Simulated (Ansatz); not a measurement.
Read the following structure.

Space group Pmmn:1 (No. 59). a = 4.126 Å, b = 5.062 Å, c = 4.420 Å, α = 90.00°, β = 90.00°, γ = 90.00°
| atom | site | symmetry | x | y | z |
| --- | --- | --- | --- | --- | --- |
| Al | 2a | mm2 | 0.0000 | 0.0000 | 0.6641 |
| Cu | 2b | mm2 | 0.0000 | 0.5000 | 0.6684 |
| Cu | 4e | m.. | 0.0000 | 0.2511 | 0.1637 |

Q: Describe what this structure looks like.

A: Chemical formula AlCu3. The atoms follow space group Pmmn (No. 59); the Bravais lattice is primitive orthorhombic. The cell comprises 2 formula units: 2 Al, 6 Cu. Each Al has twelve Cu in an anticuboctahedral arrangement at 2.53 to 2.55 Å. Each Cu has eight Cu and four Al in an anticuboctahedral arrangement (2.52 to 2.56 Å to Cu, 2.53 to 2.55 Å to Al). The bonds build a three-dimensional framework.

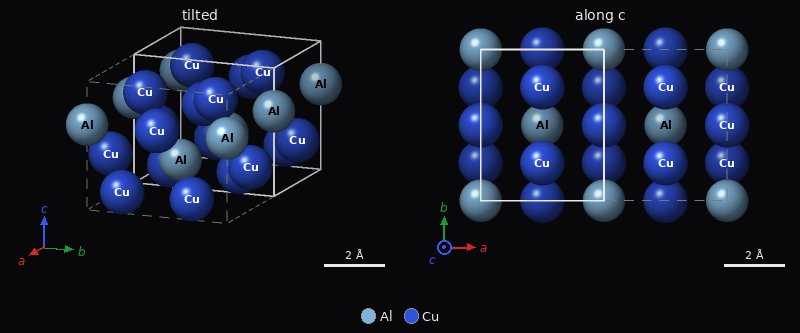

The figure gives a spheres-only picture of the atoms, viewed slightly off an axis and along the c axis. The conventional unit cell (solid box) is repeated to 2×1×1 cells.

Starting structure: a structure listed in the Materials Project. Earlier steps of the study, as a rule a relaxation of our own, may have changed the cell and positions, so they can lie some per cent off the listed ones. It went into a calculation with Ansatz.
